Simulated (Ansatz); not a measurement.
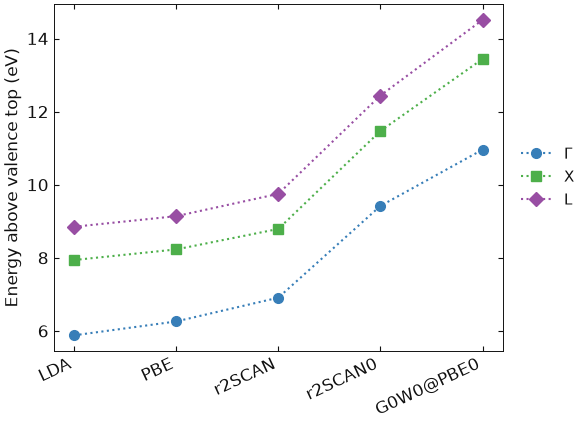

Lowest conduction level at each named k point, counted from the valence-band top at Γ, by several methods on one cell of rocksalt KF, space group Fm-3m (No. 225), 2 atoms in the primitive cell, relaxed with r2SCAN; cubic a = 5.318 Å. All runs are without spin-orbit coupling and carry no moments.

| method | program | Γ (eV) | X (eV) | L (eV) |
| --- | --- | --- | --- | --- |
| LDA | Ansatz | 5.88 | 7.94 | 8.85 |
| PBE | Ansatz | 6.26 | 8.23 | 9.14 |
| r2SCAN | Ansatz | 6.91 | 8.79 | 9.75 |
| r2SCAN0 | Ansatz | 9.42 | 11.47 | 12.44 |
| G0W0@PBE0 | Ansatz | 10.96 | 13.44 | 14.51 |

One method is left out: G0W0@PBE. Predict its row. It was run as: PBE, Ansatz PAW set, 6×6×6 k mesh, 420 eV cutoff, fixed occupations (Ansatz), G0W0 with empty bands 112, screening cutoff 120 eV and frequency treatment contour deformation.

Answer. It starts from PBE, whose row gives 6.26 eV at Γ. G0W0@PBE gives 9.64 eV at Γ, 12.24 eV at X and 13.31 eV at L, which is +3.38 eV from PBE at Γ.

Does G0W0@PBE shift these levels rigidly from PBE?

Answer. The shifts are +3.38 eV at Γ, +4.01 eV at X and +4.17 eV at L: a spread of 0.79 eV on a mean of 3.85 eV, so one shift doesn't describe them.

How do the methods rank at Γ?

Answer. From low to high: LDA 5.88, PBE 6.26, r2SCAN 6.91, r2SCAN0 9.42, G0W0@PBE 9.64, G0W0@PBE0 10.96 eV.

Settings. LDA: Ansatz PAW set, 8×8×8 k mesh, 420 eV cutoff, fixed occupations (Ansatz 0.2.0). PBE: Ansatz PAW set, 8×8×8 k mesh, 420 eV cutoff, Fermi-Dirac smearing of 0.02 eV (Ansatz). r2SCAN: Ansatz PAW set, 8×8×8 k mesh, 500 eV cutoff, fixed occupations (Ansatz 0.2.0). r2SCAN0: Ansatz PAW set, 6×6×6 k mesh, 500 eV cutoff, fixed occupations (Ansatz). G0W0@PBE0: PBE0, Ansatz PAW set, 6×6×6 k mesh, 420 eV cutoff, fixed occupations (Ansatz 0.2.0), G0W0 with empty bands 278, screening cutoff 220 eV and frequency treatment contour deformation.

These are six of the 11 methods that were run on this cell. LDA, r2SCAN, r2SCAN0 and G0W0@PBE0: the PAW data sets were made with another functional. LDA, GGA and most meta-GGA functionals understate gaps. The GW runs differ in bands or cutoffs. The GW values are at finite bands, cutoffs and mesh, short of the basis limit.
